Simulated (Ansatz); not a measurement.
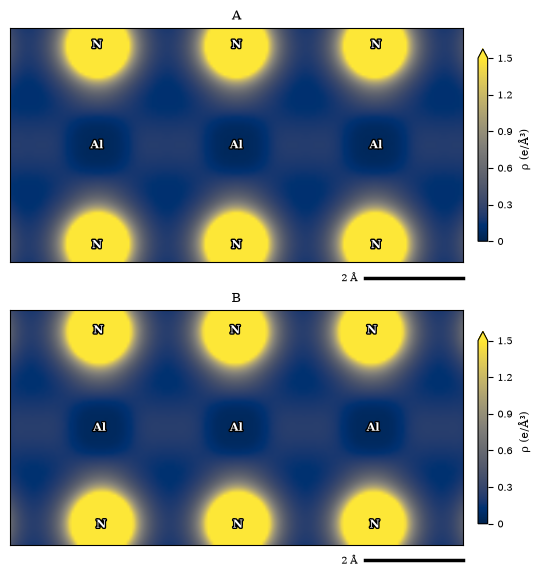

AlN. The valence electron density of two cells that differ in size and shape, on the (011̄) plane of each (indices in the axes of the calculation cell), at one length scale and on one colour scale; one has 7.7 and the other 8.2 Å³ an atom.

Level of theory: Ansatz 0.2.0, DFT, LDA, PAW with Ansatz's default frozen-core files, scalar-relativistic.

Core electrons are frozen (PAW), and the valence fields are smoothed inside the atomic spheres.

**Which is the denser cell? Describe the effect of the change.**

Panel B is the smaller cell, by 6 % in volume. From the larger cell to the smaller, Al–N goes from 2.04 to 1.98 Å, and the density at its midpoint from 0.51 to 0.57 e/Å³; the pressure goes from −4.3 to 12 GPa; the Kohn–Sham gap goes from 4.3 eV to 4.8 eV.
